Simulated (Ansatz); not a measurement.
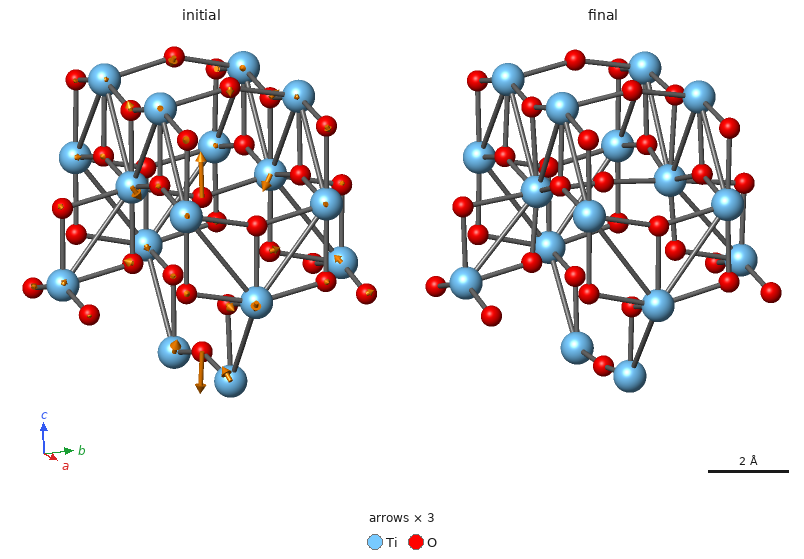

The structure of a defect cell of composition Ti35O72 (cell charge −4) before (left) and after (right) a relaxation, at one scale. The orange arrows give the displacements, magnified 3 times.

A ball-and-stick model of the atoms within 5.0 Å of the atom that moves most (axes of the cell of the calculation (origin shifted)), seen slightly off an axis.

Level of theory: DFT, PBEsol, PAW, plane waves in Ansatz. Settings: plane-wave cutoff 420 eV; k-point mesh 1 × 1 × 1; mesh shifted by (0.25, 0.25, 0.25); no spin polarisation; atoms relaxed in a fixed cell; force threshold 0.03 eV/Å; at most 80 steps.

What changed between the two?

Answer. The atom that moves furthest is an O atom (0.39 Å along +c). By element the largest moves are O 0.39 Å, Ti 0.17 Å. The lattice vectors keep their values. Some distances before and after: O–Ti 1.956 → 2.183 Å, O–Ti 1.990 → 2.185 Å, O–Ti 1.994 → 1.817 Å, O–Ti 1.968 → 1.798 Å. Bond angles that change, for instance: Ti–O–Ti 154.8° → 173.6°, Ti–O–Ti 156.6° → 173.6°, Ti–O–Ti 158.1° → 151.8°. Over 5 geometry steps the energy falls by 5.328 eV per cell of the calculation. Largest force component: 4.3 eV/Å at the start, 0.029 eV/Å at the end. Cost: 9.9 s on 1 × NVIDIA GB300 Max-Q with 8 threads of Arm Neoverse-V2, peak memory 2.2 GiB.

Limits of the set-up: the cell is charged, on a uniform background, and energies carry no finite-size correction.
